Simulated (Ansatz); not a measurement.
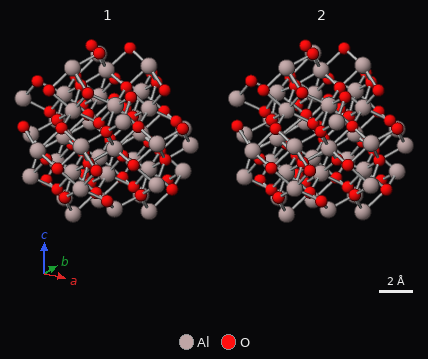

Two geometries of a defect cell of composition Al₄₇O₇₃ (cell charge +2), drawn at one scale. One is the start of a relaxation, the other its converged end. The picture is a ball-and-stick view of the atoms within 5.8 Å of the atom that moves most (axes of the cell of the calculation (origin shifted)), seen slightly off an axis.

The calculation used DFT, PBEsol, PAW, plane waves in Ansatz 0.2.0. Settings: plane-wave cutoff 420 eV; k-point mesh 1 × 1 × 1; mesh shifted by (0.25, 0.25, 0.25); collinear spin; atoms relaxed in a fixed cell; force threshold 0.03 eV/Å; at most 80 steps.

### Which geometry has the lower energy?

Structure 2 is the relaxed one. The atom that moves furthest is an O atom (0.42 Å along [−3 1 2]). Largest moves by element: O 0.42 Å, Al 0.19 Å. The cell doesn't change. Near-neighbour distances that change, for instance: O–O 1.885 → 1.262 Å, Al–O 2.000 → 2.297 Å, Al–O 1.859 → 2.067 Å, Al–O 2.073 → 1.937 Å. New bonds form, among them: O–O (1.88 → 1.26 Å). Bond angles that change, for instance: O–Al–O 101.6° → 89.5°, O–Al–O 85.8° → 96.9°, O–Al–O 161.9° → 172.9°. After 9 geometry steps the energy has fallen by 2.864 eV per cell of the calculation. The largest force component goes from 2.3 to 0.0078 eV/Å. The program noted that the starting moments weren't kept.

Limits of the set-up: the cell is charged, on a uniform background, and energies carry no finite-size correction.
